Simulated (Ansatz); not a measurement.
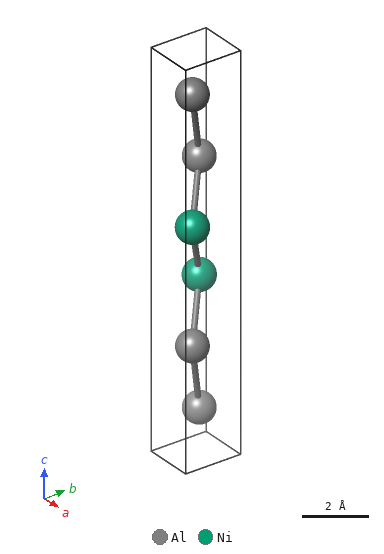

Shown here is a ball-and-stick view of the crystal, taken slightly off an axis. The lines enclose the conventional unit cell; boundary atoms appear with their images. Cell: a = 2.77 Å, b = 2.77 Å, c = 12.87 Å, α = 90.00°, β = 90.00°, γ = 120.00°.

Provenance: a structure type filled with these elements by a generator (whether the compound takes this form wasn't checked). Earlier steps of the study may have refined or changed the cell and positions. It went into a calculation with Ansatz.

Notes on the structure:

Answer. The structure is one of Al2Ni. It is primitive hexagonal, space group P-3m1 (No. 164). Content of the cell: 4 Al, 2 Ni (Z = 2). With all contacts inside bonding distance counted, the coordination numbers are Al 12 and Ni 12.

Theory: DFT PBE, scalar-relativistic, plane waves, PAW (Ansatz 0.2.0). Numerical settings: a kinetic-energy cutoff of 420 eV, 18×18×4 k-points, Gaussian smearing of 0.1 eV, no spin polarisation (a spin-restricted run, not always the ground state).

Does it come out as a metal, or with a gap?

Answer. A metal: bands cross the Fermi level.

What are the atomic charges by Bader's partition?

Answer. Al -0.01 to +0.90 e; Ni -0.90 e.

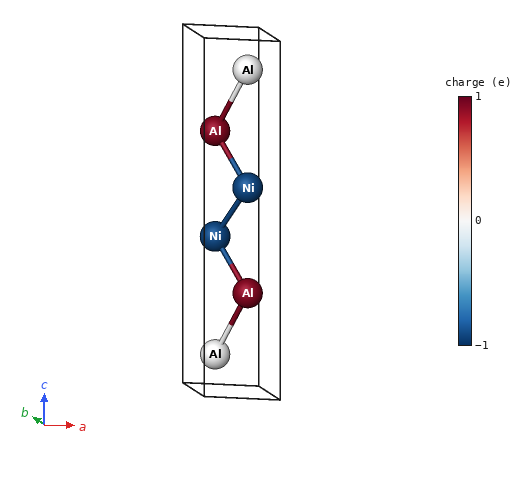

The atoms coloured by those charges. The run's cell of 6 atoms is drawn.

Is the structure relaxed at this level of theory?

Answer. Yes. All forces vanish to within 0.01 eV/Å. The pressure is 0.0 GPa, close to zero.
